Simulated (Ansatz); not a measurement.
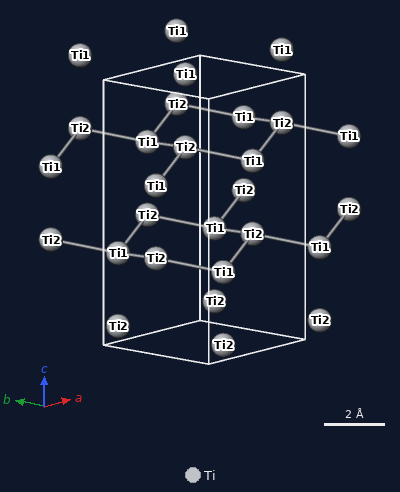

Figure 1. The input geometry of run 1 (ball-and-stick view of the cell 3 times as large as that of the calculation, set on its symmetry axes, repeated 2 × 2 × 1, seen at an oblique angle; atoms are numbered from 1 in the order of the input). An atom can appear more than once, as a periodic image. Near neighbours in the periodic cell (some may lie outside the picture): Ti has 3 Ti at 2.35 Å.

**Two runs on Ti**

System: Ti (2 atoms in the cell).
Method of run 1: DFT, PBEsol, PAW with Ansatz's default frozen-core files, scalar-relativistic, no spin polarisation (Ansatz 0.2.0).

The structure was built on a prototype by a generator; it need not be a known phase. Text and figures count atoms from 1; the logs count them from 0 in places.

**Input, run 1**
```yaml
crystal:
  lattice:
    - [0.0, 2.7912246522, 2.7912246522]
    - [2.7912246522, 0.0, 2.7912246522]
    - [2.7912246522, 2.7912246522, 0.0]
  atoms:
    - { symbol: Ti, position: [-0.0875, -0.1375, -0.1375] }
    - { symbol: Ti, position: [0.0875, 0.1375, 0.1375] }
kpoints:
  mp_grid: { grid: [9, 9, 9] }
scf:
  occupations: { method: fermi_dirac, width: 0.05 }
hamiltonian:
  xc: pbesol
  pseudopotentials: { kind: paw }
output:
  forces: true
  stress: true
  eigenvalues: true
  populations: true
  write_density: true
  write_potential: true
  elf: true
  volumetric_format: npy
```

Command:
```bash
ansatz run input.yaml --threads 1 --pin off --max-ram 2048MiB --backend cpu --events-out ev --progress --plain --runs-dir out
```

Hardware: 1 thread of Arm Neoverse V2, 112 GiB of memory available, shared host.

**Output, shortened to warnings, some set-up lines, iterations and results (run 1)**
```
Basis set: ecut = 420 eV, 869 PW (Γ), exchange–correlation on 54×54×54 points (8 copies of the dense FFT grid, shifted against one another)
Symmetry: 12 space group operations
k-points: 85 of 729
Initial density: superposition of atomic densities (neutral atoms: chi_scale 0, normalization atom), corrected by the library's trained network
[...]
SCF iter   1: F=—  HF=-4943.198990 eV  |F-HF|=—  |Δ(HF+E_count)|=         —  Δρ=1.37e-2  dr2=7.25e-2  ethr=1.77e-3  ⟨swp⟩=4.0  Hψ=5560  notcnv=0
SCF iter   2: F=—  HF=-4943.186127 eV  |F-HF|=—  |Δ(HF+E_count)|=   1.29e-2  Δρ=6.51e-3  dr2=1.86e-2  ethr=3.02e-4  ⟨swp⟩=2.0  Hψ=2259  notcnv=0
SCF iter   3: F=—  HF=-4943.182354 eV  |F-HF|=—  |Δ(HF+E_count)|=   3.77e-3  Δρ=1.04e-3  dr2=6.42e-4  ethr=7.75e-5  ⟨swp⟩=2.0  Hψ=2023  notcnv=0
SCF iter   4: F=—  HF=-4943.182267 eV  |F-HF|=—  |Δ(HF+E_count)|=   8.68e-5  Δρ=2.49e-4  dr2=3.73e-5  ethr=2.67e-6  ⟨swp⟩=2.0  Hψ=1645  notcnv=0
SCF iter   5: F=—  HF=-4943.182259 eV  |F-HF|=—  |Δ(HF+E_count)|=   8.07e-6  Δρ=9.38e-5  dr2=3.89e-6  ethr=1.55e-7  ⟨swp⟩=2.1  Hψ=1703  notcnv=0
SCF iter   6: F=—  HF=-4943.182259 eV  |F-HF|=—  |Δ(HF+E_count)|=   5.24e-7  Δρ=2.87e-5  dr2=3.82e-7  ethr=1.62e-8  ⟨swp⟩=1.6  Hψ=1881  notcnv=0
SCF iter   7: F=-4943.182259 eV  HF=-4943.182259 eV  |F-HF|=1.66e-9  |Δ(HF+E_count)|=   3.58e-8  Δρ=4.59e-6  dr2=6.56e-9  ethr=4.17e-10  ⟨swp⟩=7.2  Hψ=7260  notcnv=0
SCF 1 converged in 7 iterations: F = -4943.182259 eV  dr2 = 6.56e-9
SCF converged after 7 iterations
Free energy (F): -4943.182259 eV
Harris-Foulkes:  -4943.182259 eV  (|F-HF|=1.66e-9)
Internal energy: -4943.145991 eV  (E = F + TS)
E sigma→0 (E₀):  -4943.164125 eV
Entropy (-TS):   -0.036267 eV (-18.134 meV/atom)
Fermi energy:    9.673914 eV
--- Per-component energies (eV) ---
  E_band       = -393.034336
  E_kinetic    = 550.370459
  E_local      = -2185.368858  (includes V_loc(G=0)·N_el)
  E_nonlocal   = 27.846868
  E_hartree    = 901.967485
  E_xc         = -191.354235
  E_vxc        = -240.391137  (∫ρ·V_xc dr)
  E_paw        = -2050.149778  (= ΣΔE_a)
  E_vpaw       = -349.424383  (= ΣTr[D̂ρ^β])
  E_aug_tail   = 0.000216  (compensation charges beyond the density's cutoff)
  E_ewald      = -1996.736918
  E_core_change = 0.278769  (= ΣΔE_core)
  E_smearing   = -0.036267  (= −TS)
  E_closure    = 0.000000  (closes the sum)
  Σ components = -4943.182259   (vs F -4943.182259, Δ=0.00e0)
--- Forces (eV/Å), atoms counted from 1 ---
  atom   1  Ti    -0.58185758     0.58185758     0.58185758
  atom   2  Ti     0.58185758    -0.58185758    -0.58185758
  max |Σ_I F_I| component: 1.11e-16 eV/Å
--- Stress (GPa, compression-positive) ---
       -1.426058       3.556558       3.556558
        3.556558      -1.426058      -3.556558
        3.556558      -3.556558      -1.426058
  P = ⅓ Tr σ = -1.4261 GPa (-14.261 kbar)
--- Löwdin populations: 2 sites ---
  site symbol       q [e]
     0     Ti     11.9291
     1     Ti     11.9291
  spilling = 0.005909 (of n_electrons = 24.000000)
```

For run 2 the input was changed thus:
```diff
-  mp_grid: { grid: [9, 9, 9] }
+  mp_grid: { grid: [9, 9, 9], shift: [0.5, 0.5, 0.5] }
```

What does this change do to the results?

The free energy of run 2 is 1.0 meV per atom lower, which measures how much it depends on this numerical setting. The pressure goes from −1.43 to −1.59 GPa. The number of SCF iterations is the same. The irreducible k-points go from 85 to 205. On the same kind of shared host run 2 took about 2.2 times as long.

**Output, shortened to warnings, some set-up lines, iterations and results (run 2)**
```
Warning: crystal.symmetry: narrowed to the stabiliser of the k-point mesh — unitary ops 12 → 4; excluded 8 operations that carry a point of the 9×9×9 mesh (shift [0.5, 0.5, 0.5]) off the mesh (the run samples exactly the mesh kpoints.mp_grid names, as under crystal.symmetry.detect: false, and its converged state has the mesh's symmetry, not the crystal's; ε∞, the Born charges and the force …
Basis set: ecut = 420 eV, 869 PW (Γ), exchange–correlation on 54×54×54 points (8 copies of the dense FFT grid, shifted against one another)
Symmetry: 4 space group operations
k-points: 205 of 729
Initial density: superposition of atomic densities (neutral atoms: chi_scale 0, normalization atom), corrected by the library's trained network
[...]
SCF iter   1: F=—  HF=-4943.200342 eV  |F-HF|=—  |Δ(HF+E_count)|=         —  Δρ=1.36e-2  dr2=7.08e-2  ethr=1.77e-3  ⟨swp⟩=4.0  Hψ=13368  notcnv=0
SCF iter   2: F=—  HF=-4943.188083 eV  |F-HF|=—  |Δ(HF+E_count)|=   1.23e-2  Δρ=6.56e-3  dr2=1.88e-2  ethr=2.95e-4  ⟨swp⟩=2.0  Hψ=5465  notcnv=0
SCF iter   3: F=—  HF=-4943.184273 eV  |F-HF|=—  |Δ(HF+E_count)|=   3.81e-3  Δρ=1.00e-3  dr2=6.29e-4  ethr=7.82e-5  ⟨swp⟩=2.0  Hψ=4886  notcnv=0
SCF iter   4: F=—  HF=-4943.184183 eV  |F-HF|=—  |Δ(HF+E_count)|=   9.05e-5  Δρ=2.38e-4  dr2=3.39e-5  ethr=2.62e-6  ⟨swp⟩=2.0  Hψ=3953  notcnv=0
SCF iter   5: F=—  HF=-4943.184176 eV  |F-HF|=—  |Δ(HF+E_count)|=   6.37e-6  Δρ=8.07e-5  dr2=3.04e-6  ethr=1.41e-7  ⟨swp⟩=2.0  Hψ=4117  notcnv=0
SCF iter   6: F=—  HF=-4943.184176 eV  |F-HF|=—  |Δ(HF+E_count)|=   2.83e-7  Δρ=2.66e-5  dr2=3.07e-7  ethr=1.27e-8  ⟨swp⟩=1.7  Hψ=4828  notcnv=0
SCF iter   7: F=-4943.184176 eV  HF=-4943.184176 eV  |F-HF|=6.48e-10  |Δ(HF+E_count)|=   2.38e-8  Δρ=4.36e-6  dr2=6.21e-9  ethr=4.17e-10  ⟨swp⟩=7.2  Hψ=17648  notcnv=0
SCF 1 converged in 7 iterations: F = -4943.184176 eV  dr2 = 6.21e-9
SCF converged after 7 iterations
Free energy (F): -4943.184176 eV
Harris-Foulkes:  -4943.184176 eV  (|F-HF|=6.48e-10)
Internal energy: -4943.150904 eV  (E = F + TS)
E sigma→0 (E₀):  -4943.167540 eV
Entropy (-TS):   -0.033272 eV (-16.636 meV/atom)
Fermi energy:    9.680008 eV
--- Per-component energies (eV) ---
  E_band       = -392.911825
  E_kinetic    = 550.400742
  E_local      = -2185.557994  (includes V_loc(G=0)·N_el)
  E_nonlocal   = 27.880547
  E_hartree    = 902.106942
  E_xc         = -191.350040
  E_vxc        = -240.385955  (∫ρ·V_xc dr)
  E_paw        = -2050.173168  (= ΣΔE_a)
  E_vpaw       = -349.460558  (= ΣTr[D̂ρ^β])
  E_aug_tail   = 0.000216  (compensation charges beyond the density's cutoff)
  E_ewald      = -1996.736918
  E_core_change = 0.278769  (= ΣΔE_core)
  E_smearing   = -0.033272  (= −TS)
  E_closure    = -0.000000  (closes the sum)
  Σ components = -4943.184176   (vs F -4943.184176, Δ=0.00e0)
--- Forces (eV/Å), atoms counted from 1 ---
  atom   1  Ti    -0.59232701     0.58847733     0.58847733
  atom   2  Ti     0.59232701    -0.58847733    -0.58847733
  max |Σ_I F_I| component: 1.11e-16 eV/Å
--- Stress (GPa, compression-positive) ---
       -1.603009       3.495045       3.495045
        3.495045      -1.588194      -3.503195
        3.495045      -3.503195      -1.588194
  P = ⅓ Tr σ = -1.5931 GPa (-15.931 kbar)
--- Löwdin populations: 2 sites ---
  site symbol       q [e]
     0     Ti     11.9289
     1     Ti     11.9289
  spilling = 0.005923 (of n_electrons = 24.000000)
```

**The two runs side by side**

| quantity | run 1 | run 2 |
| --- | --- | --- |
| outcome | converged | converged |
| free energy per atom (eV) | −2471.5911 | −2471.5921 |
| energy per atom, smearing taken to zero (eV) | −2471.5821 | −2471.5838 |
| pressure (GPa) | −1.43 | −1.59 |
| largest force (eV/Å) | 1.008 | 1.022 |
| SCF iterations | 7 | 7 |
| irreducible k-points | 85 | 205 |
| plane waves at Γ | 869 | 869 |
| wall time (shared host) | 4.2 s | 9.3 s |

For run 2: Warnings: the k-point mesh lowers the symmetry that the run can use.
